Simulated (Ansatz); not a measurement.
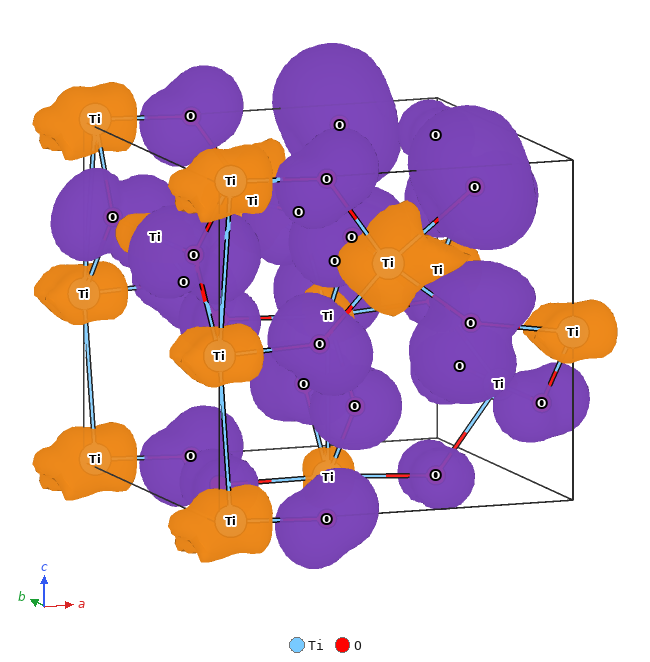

*Ti₇O₁₆ (cell charge −1, with a compensating background) (cell with a defect). Isosurfaces of the spin density at +0.008 (orange) and −0.008 e/Å³ (purple), seen slightly off an axis. Sticks mark near contacts.*

The SCF solution may not be the lowest one; PAW files of the earlier set (soft_1); spin-polarised.

All numbers below come from DFT PBE, scalar-relativistic, plane waves, PAW (Ansatz 0.2.0).

In a PAW calculation such maps are meaningful between the atoms, not at the nuclei.

Where is the spin, and how is it ordered?

Answer. The spin density sits on O: −0.4 μB and −0.9 μB in one cell of 23 atoms, with smaller moments on other sites: O (up to −0.20 μB): parallel main moments (a ferromagnetic arrangement) in this solution. The cell of the calculation (23 atoms) carries 2.7 μB of net spin moment.
